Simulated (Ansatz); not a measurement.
CuNi3

```cif
data_structure
_symmetry_space_group_name_H-M 'P 1'
_symmetry_Int_Tables_number 1
_cell_length_a 2.7904
_cell_length_b 3.9743
_cell_length_c 7.9349
_cell_angle_alpha 90.000
_cell_angle_beta 90.000
_cell_angle_gamma 90.000
_cell_volume 88.00
loop_
_atom_site_label
_atom_site_type_symbol
_atom_site_fract_x
_atom_site_fract_y
_atom_site_fract_z
_atom_site_occupancy
Cu1 Cu 0.00000 0.00000 0.00000 1
Cu2 Cu 0.50000 0.50000 0.00000 1
Ni1 Ni 0.00000 0.50000 0.74531 1
Ni2 Ni 0.50000 0.00000 0.74531 1
Ni3 Ni 0.00000 0.00000 0.50000 1
Ni4 Ni 0.50000 0.50000 0.50000 1
Ni5 Ni 0.00000 0.50000 0.25469 1
Ni6 Ni 0.50000 0.00000 0.25469 1
```

Space group Cmmm; a structure from a database of computed crystals, not necessarily the ambient phase; computed pressure about −6 GPa in this cell; spin-polarised.

The calculation used DFT PBEsol, scalar-relativistic, plane waves, PAW in Ansatz 0.2.0.

The density is the valence pseudo-density of a PAW calculation; it isn't the true density close to the nuclei.

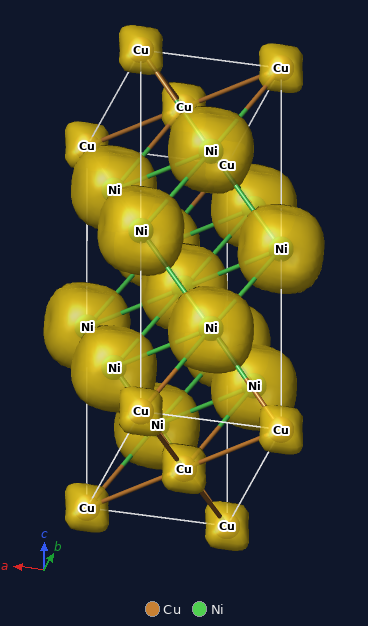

Figure 1. Isosurface of the spin density (up minus down) at +0.02 e/Å³ (yellow), seen at an oblique angle. Sticks mark near contacts.

**Where is the spin, and how is it ordered?**

The spin density sits on Ni: +0.5 μB (×6) in one cell of 8 atoms: parallel main moments (a ferromagnetic arrangement) in this solution. The cell of the calculation (4 atoms) carries 1.5 μB of net spin moment.

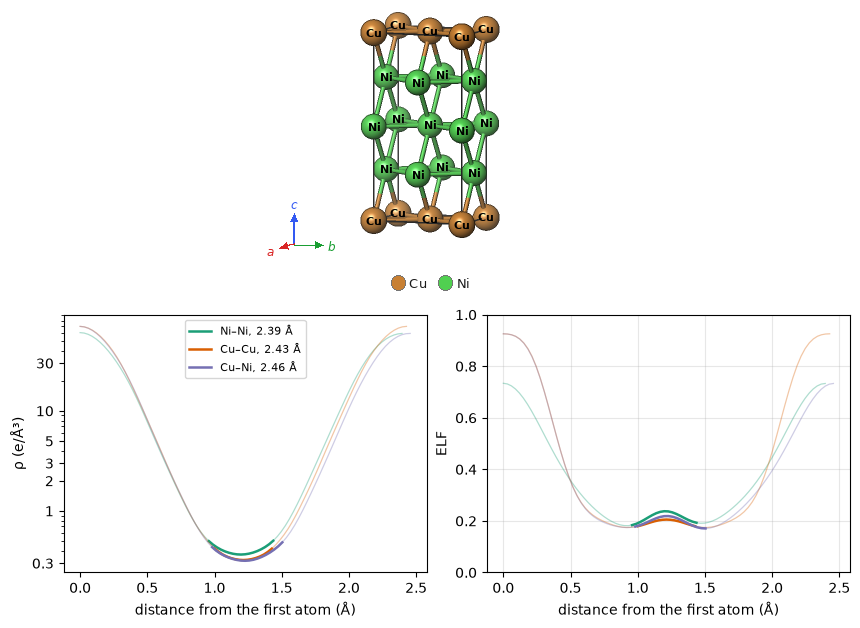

Figure 2. Valence charge density (pseudo) and electron localisation function along straight lines between neighbouring atoms. Thin, pale parts lie inside the atomic spheres. The structure is drawn too.

**Compare the contacts.**

Ni–Ni (2.39 Å): ρ is about 0.37 e/Å³ halfway; the ELF is about 0.25 at the midpoint (no shared electron pair shows on this line).
Cu–Cu (2.43 Å): ρ at the midpoint is about 0.32 e/Å³; the ELF is about 0.20 at the midpoint; no localised pair shows between them.
Cu–Ni (2.46 Å): ρ at the midpoint is about 0.32 e/Å³; the ELF is about 0.20 at the midpoint: no localised pair shows between them.

**Does the calculation give a band gap?**

It is gapless in this calculation (a metal or semimetal).
